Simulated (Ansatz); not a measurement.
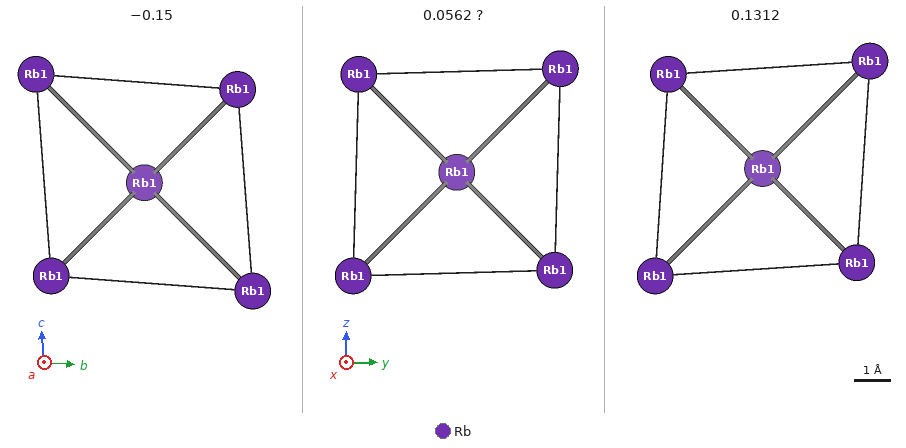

Energy scan for a crystal of Rb (Im-3m), in which the cell is strained in shear in the yz plane, with the atoms kept at their fractional coordinates. x, y and z are the Cartesian axes of the input. A ball-and-stick model of the conventional cell (2 times the calculation's cell), seen along the a axis. Lengths and directions refer to the drawn axes.

These are results of DFT LDA, scalar-relativistic, plane waves, PAW in Ansatz, not measurements. Set-up: plane-wave cutoff 420 eV; k-point mesh 12 × 12 × 12; occupations gaussian; smearing width 0.15 eV; no spin polarisation. Energies (free energies at the smearing named) are counted from the cell as listed in its source, which wasn't relaxed.

```tsv
engineering shear strain	energy change (meV/atom)
−0.1500	9.2
−0.0750	2.3
0.0000	0.0
0.0187	0.1
0.0375	0.6
0.0562	?
0.0937	3.5
0.1125	5.1
0.1312	7.0
```

Question: Fill in the missing row.

Answer: A straight line between the two neighbours gives 1.6 meV/atom. A cubic through the four nearest rows (0.0187, 0.0375, 0.0937, 0.1125) gives, with Lagrange weights, (−0.2985)(0.1) + (0.9991)(0.6) + (0.4982)(3.5) + (−0.1988)(5.1) = 1.3 meV/atom. The calculation gives 1.3 meV/atom, so the cubic is right to the digits shown and the straight line 0.3 meV/atom too high, as the curve bends upwards here.

The whole profile:

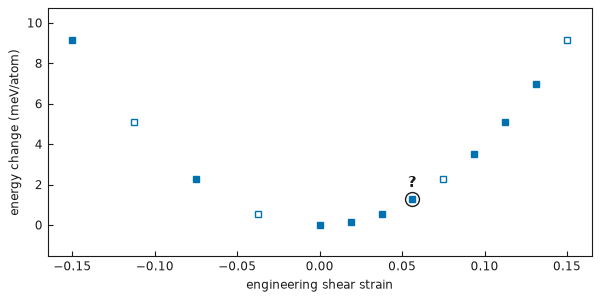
